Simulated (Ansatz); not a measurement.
## Ru: single-point calculation

- system: Ru (P6₃/mmc, 2 atoms in the cell)
- method: DFT r2SCAN, scalar-relativistic, plane waves, PAW, no spin polarisation (Ansatz 0.2.0)

The structure derives from an entry of the Crystallography Open Database. It belongs to a series of runs on one base structure; here: ratio of the length along z to the lengths across it x 1.05, volume and fractional coordinates fixed. Figures and captions count atoms from 1; the log counts them from 0 in places.

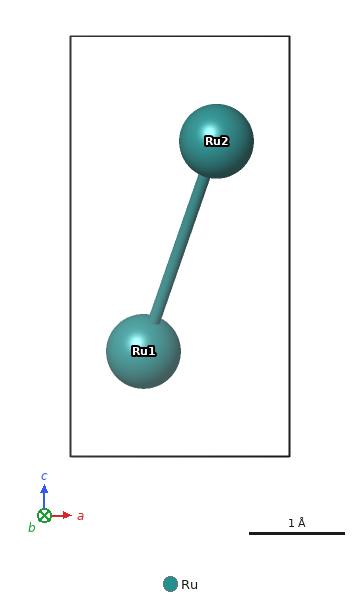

Fig. 1: The input geometry (ball-and-stick view of the cell of the calculation, along the b axis; atoms are numbered from 1 in the order of the input). An atom can appear more than once, as a periodic image.

**Summary**

| quantity | value |
| --- | --- |
| outcome | converged |
| space group (tolerance 0.01 Å) | P6₃/mmc (194) |
| electrons treated | 32 |
| free energy | −11781.3434 eV |
| Fermi energy | 23.403 eV |
| gap on the k-point mesh | none (metallic) |
| pressure | −1.69 GPa |
| largest force (length of the vector) | under 0.001 eV/Å |
| hardware | 1 thread of Intel Xeon @ 2.50GHz (Skylake/Cascade Lake), 189 GiB of memory available, shared host |
| wall time | 51 s |
| peak memory | 0.56 GiB |

**Input file**
```yaml
crystal:
  lattice:
    - [2.6621497766, 0.0, 0.0]
    - [-1.3310748883, 2.3054893352, 0.0]
    - [0.0, 0.0, 4.4234662687]
  atoms:
    - { symbol: Ru, position: [0.3333333333, 0.6666666667, 0.25] }
    - { symbol: Ru, position: [0.6666666667, 0.3333333333, 0.75] }
basis:
  ecutwfc: 500
kpoints:
  mp_grid: { grid: [24, 24, 12] }
hamiltonian:
  xc: r2scan
scf:
  occupations: { method: gaussian, width: 0.15 }
output:
  forces: true
  stress: true
  eigenvalues: true
  write_density: true
  write_potential: true
  elf: true
  volumetric_format: npy
```

Launched with:
```bash
ansatz run input.yaml --threads 1 --pin off --max-ram 2560MiB --backend cpu --events-out ev --progress --plain --runs-dir out
```

**The program's output**
```
Engine: ansatz 0.2.0, x86_64-unknown-linux-gnu
Pseudopotentials: kind: paw
Pseudopotential: Ru, paw, valence charge 16, recommended cutoff 500 eV (meta_gga), Ru.paw.azcp
Functional definition: r2SCAN
  parameter k0 = 0.174
  parameter k1 = 0.065
  parameter a1 = 4.9479
  exchange = r2scan_x(k0 = k0, k1 = k1, a1 = a1)
  correlation = r2scan_c
Crystal: 2 atoms, lattice volume = 27.149 Å³
Basis set: ecut = 500 eV, 701 PW (Γ), exchange–correlation on 80×80×144 points (64 copies of the dense FFT grid, shifted against one another)
Bands: 20, of which v1, the nominal top of the filled ones, is band 16 counted from 1 (15 counted from 0)
Symmetry: 24 space group operations
Space group: P63/mmc (ITA 194), of the structure as read, at distance tolerance 3.0e-5 Å
k-points: 427 of 6912
Non-local potential: Ru, projectors of the file, l = 0: 3, l = 1: 2, l = 2: 2, l = 3: 1
PAW form: soft (Blöchl's): semilocal exchange-correlation on the pseudo side does not see the compensation charge
PAW frozen core: Ru, regenerated for the run's functional (the file was generated under x = pbe(κ = 0.804, μ = 0.2195149727645171), c = pbe(β = 0.06672455060314922))
PAW one-centre angular grid: Ru, 590 points (default); XC on 160 Gauss nodes
Initial density: superposition of atomic densities (neutral atoms: chi_scale 0, normalization atom), corrected by the library's trained network
Initial wavefunctions: pseudopotential atomic-orbital guess
Functional: x = r2scan, c = r2scan; τ floored in thin density (d = 2e-4 eV/Å³)
SCF iter   1: F=—  HF=-11781.320082 eV  |F-HF|=—  |Δ(HF+E_count)|=         —  Δρ=1.09e-2  dr2=9.65e-3  dr2_τ=1.37e-2  ethr=1.77e-3  ⟨swp⟩=4.9  Hψ=33693  notcnv=0
preconditioner: auto → none  [metal: Δε(μ)=0.015 eV  Ē_g=6.087 eV  σ=0.150 eV  W_gap=0.06  n_scr=8 (ndim 8)  ℏωp=28.5 eV  f_vac=0.000  D(μ)=1.60/eV (n_scr^D=22)  sad-step TF]
SCF iter   2: F=—  HF=-11781.340528 eV  |F-HF|=—  |Δ(HF+E_count)|=   2.04e-2  Δρ=6.01e-3  dr2=2.49e-3  dr2_τ=1.94e-4  ethr=3.02e-5  ⟨swp⟩=2.0  Hψ=18627  notcnv=0
SCF iter   3: F=—  HF=-11781.343255 eV  |F-HF|=—  |Δ(HF+E_count)|=   2.73e-3  Δρ=1.15e-3  dr2=2.13e-4  dr2_τ=4.08e-5  ethr=7.78e-6  ⟨swp⟩=2.0  Hψ=11939  notcnv=0
SCF iter   4: F=—  HF=-11781.343355 eV  |F-HF|=—  |Δ(HF+E_count)|=   1.00e-4  Δρ=2.65e-4  dr2=9.03e-6  dr2_τ=1.97e-6  ethr=6.66e-7  ⟨swp⟩=2.0  Hψ=14056  notcnv=0
SCF iter   5: F=—  HF=-11781.343386 eV  |F-HF|=—  |Δ(HF+E_count)|=   3.01e-5  Δρ=7.08e-5  dr2=3.93e-7  dr2_τ=8.10e-8  ethr=2.82e-8  ⟨swp⟩=2.0  Hψ=15304  notcnv=0
SCF iter   6: F=-11781.343387 eV  HF=-11781.343387 eV  |F-HF|=6.84e-9  |Δ(HF+E_count)|=   1.70e-6  Δρ=1.42e-5  dr2=2.32e-8  dr2_τ=3.63e-9  ethr=3.13e-10  ⟨swp⟩=10.6  Hψ=65155  notcnv=0
SCF 1 converged in 6 iterations: F = -11781.343387 eV  dr2 = 2.32e-8
  greatest PAW one-centre occupation: 0.996 electrons in one spin orbital (limit 2), on the Ru atom at site 1 (counted from 0), in its partial waves of l = 1
SCF converged after 6 iterations
Free energy (F): -11781.343387 eV
Harris-Foulkes:  -11781.343387 eV  (|F-HF|=6.84e-9)
Internal energy: -11781.325203 eV  (E = F + TS)
E sigma→0 (E₀):  -11781.334295 eV
Entropy (-TS):   -0.018184 eV (-9.092 meV/atom)
Fermi energy:    23.403126 eV
--- Per-component energies (eV) ---
  E_band       = -137.795449
  E_kinetic    = 1028.161529
  E_local      = -2512.098065  (includes V_loc(G=0)·N_el)
  E_nonlocal   = 685.679818
  E_hartree    = 806.679130
  E_xc         = -368.444608
  E_vxc        = -533.789621  (∫ρ·V_xc dr)
  E_paw        = -6957.724088  (= ΣΔE_a)
  E_vpaw       = -456.682078  (= ΣTr[D̂ρ^β])
  E_aug_tail   = 0.000205  (compensation charges beyond the density's cutoff)
  E_vtau       = 37.570104  (kinetic-family band-sum trace: ∫τ·v_τ [+ j·A + Jᵃ·Aᵃ] dr)
  E_ewald      = -4462.957213
  E_core_change = -0.621911  (= ΣΔE_core)
  E_smearing   = -0.018184  (= −TS)
  E_closure    = 0.000000  (closes the sum)
  Σ components = -11781.343387   (vs F -11781.343387, Δ=0.00e0)
--- Forces (eV/Å), atoms counted from 1 ---
  atom   1  Ru     0.00000000     0.00000000     0.00000000
  atom   2  Ru    -0.00000000    -0.00000000    -0.00000000
  max |Σ_I F_I| component: 1.39e-17 eV/Å
--- Stress (GPa, compression-positive) ---
        6.569903       0.000000      -0.000000
        0.000000       6.569903       0.000000
       -0.000000       0.000000     -18.211968
  P = ⅓ Tr σ = -1.6907 GPa (-16.907 kbar)
--- Band table (eV; the first three rows and the last of 427) ---
  k-point 0: bands = ["-51.9365", "-51.7521", "-21.5998", "-20.6033", "-20.6033", "-20.4999", "-20.4638", "-20.4638", "15.0687", "16.9466", "20.4010", "20.7377", "20.7377", "21.3256", "21.3256", "22.3290", "22.3290", "24.1692", "24.6436", "24.6436"]
  k-point 1: bands = ["-51.9334", "-51.7553", "-21.5819", "-20.6009", "-20.6009", "-20.5196", "-20.4662", "-20.4662", "15.1448", "16.9672", "20.3696", "20.7107", "20.7107", "21.2914", "21.2914", "22.4099", "22.4099", "23.9165", "24.6382", "24.6382"]
  k-point 2: bands = ["-51.9243", "-51.7646", "-21.5292", "-20.5940", "-20.5940", "-20.5769", "-20.4732", "-20.4732", "15.3670", "17.0238", "20.2837", "20.6513", "20.6513", "21.1971", "21.1971", "22.6273", "22.6273", "23.2617", "24.6130", "24.6130"]
  k-point 426: bands = ["-51.6859", "-51.6859", "-21.3783", "-21.3783", "-21.1774", "-21.1774", "-20.7013", "-20.7013", "18.5276", "18.5276", "19.1418", "19.1418", "20.5310", "20.5310", "22.0634", "22.0634", "24.7517", "24.7517", "32.4442", "32.4442"]
```

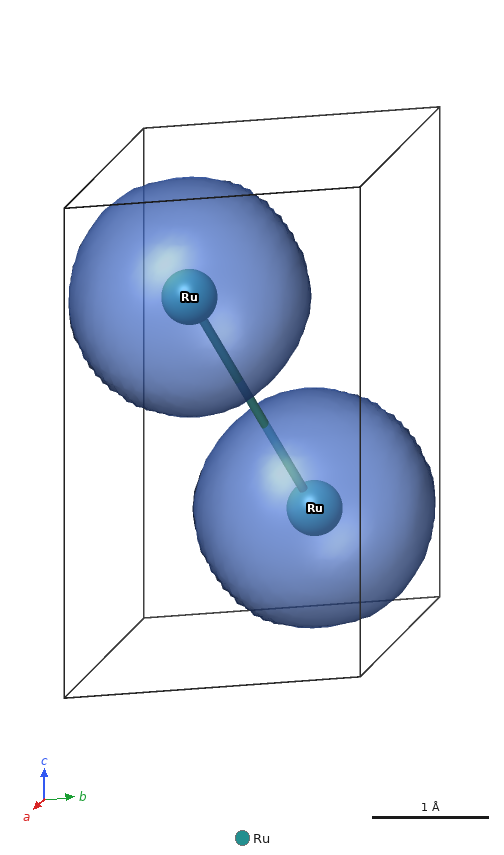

Fig. 2: Isosurface of the valence charge density (pseudo) at 0.6 e/Å³ (blue), seen slightly off an axis. Sticks mark near contacts. The outline is the cell set on symmetry axes. At this value the density breaks into separate islands; it holds about 80 % of the electrons treated as valence (semicore included). It is pinched off along the Ru–Ru (2.66 Å) contacts. On the grid the lowest density along these lines, outside the cores, is 0.41 e/Å³ (Ru–Ru, 2.66 Å). The fields are those of the smooth PAW valence density.

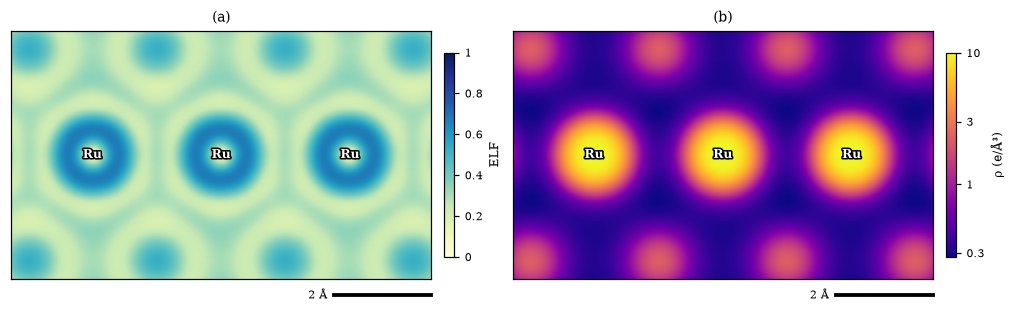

Fig. 3: (a) electron localisation function; (b) valence charge density (pseudo) on the (100) plane of the conventional cell. The section cuts through Ru sites. Ru–Ru (2.66 Å): ρ at the midpoint is about 0.41 e/Å³; the ELF is about 0.30 at the midpoint (no shared electron pair). Away from the nuclei the density in this plane falls to 0.28 e/Å³ at its lowest. The strong features right at Ru lie inside the PAW spheres (semicore, d or f shells) and say nothing about bonding.
